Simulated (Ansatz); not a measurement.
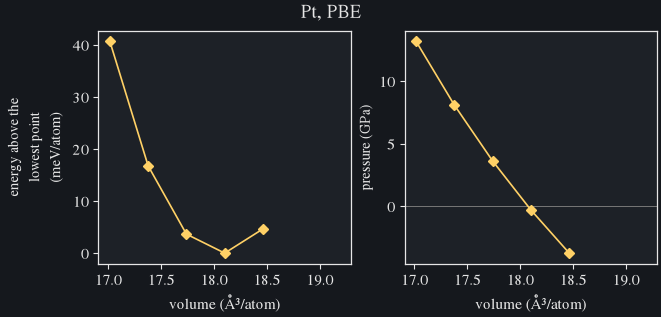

Plotted: energy above the lowest point and pressure against volume for Pt, space group Pm-3m (No. 221) (one of a set of cubic test structures, which need not be the stable phase).

Computed with Ansatz 0.2.0 development build: equation of state of a cubic crystal from periodic Kohn-Sham density functional theory without spin, third-order Birch-Murnaghan fit to the free energies; pressure corrected for the finite basis. Level: PBE.

structure type simple cubic; atoms in cell 1; space group number 221; lattice centring simple cubic; k mesh 21×21×21; occupation method Fermi–Dirac; occupation width 0.06123 eV; wave cutoff 420 eV; datasets soft-1 PAW; density tolerance 1e−07 eV; bands 13; density cutoff ratio 4; search for lower states default.

The points at volume 18.83 Å³/atom and 19.19 Å³/atom are left out of the plot. What values does the calculation give there?

| volume (Å³/atom) | energy above the lowest point (meV/atom) | pressure (GPa) |
| --- | --- | --- |
| 18.83 | 16.6 | −6.8 |
| 19.19 | 35.0 | −9.4 |

Note: cubic model structure, not the ambient form; modest k-mesh, values are not fully converged in k.
